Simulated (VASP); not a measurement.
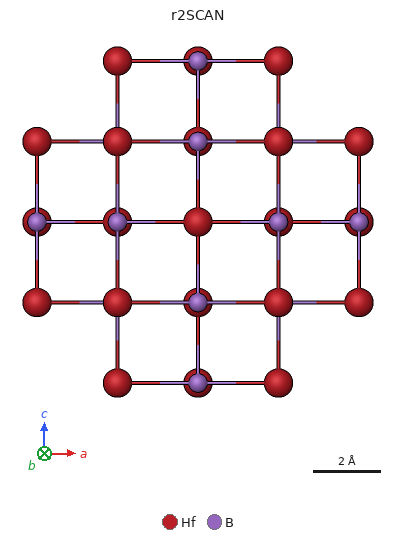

Crystalline HfB (set up in Fm-3m), relaxed (cell and atoms) with several functionals. The picture shows the result with r2SCAN. A ball-and-stick model of the conventional cell (4 times the calculation's cell), seen along the b axis. Lengths and directions refer to the drawn axes.

Computed with VASP 6.6.1: VASP PAW PBE potentials, recommended. Set-up: plane-wave cutoff 600 eV; k-point mesh 10 × 10 × 10; occupations fermi-dirac; smearing width 0.05 eV; no spin polarisation.

| functional | volume (Å³/atom) | a (Å) |
| --- | --- | --- |
| r2SCAN | 14.042 | 4.825 |
| SCAN | 13.810 | 4.798 |
| rev-vdW-DF2 | ? | ? |
| vdW-DF-cx | 13.895 | 4.808 |
| optB88-vdW | 14.141 | 4.836 |

Estimate the missing row from the others, and compare with the calculation.

Answer. With rev-vdW-DF2 the volume falls between vdW-DF-cx (13.895) and r2SCAN (14.042). The calculation gives 13.976 Å³/atom (a = 4.818 Å). In order of volume: SCAN < vdW-DF-cx < rev-vdW-DF2 < r2SCAN < optB88-vdW; the spread is 2.4 %.
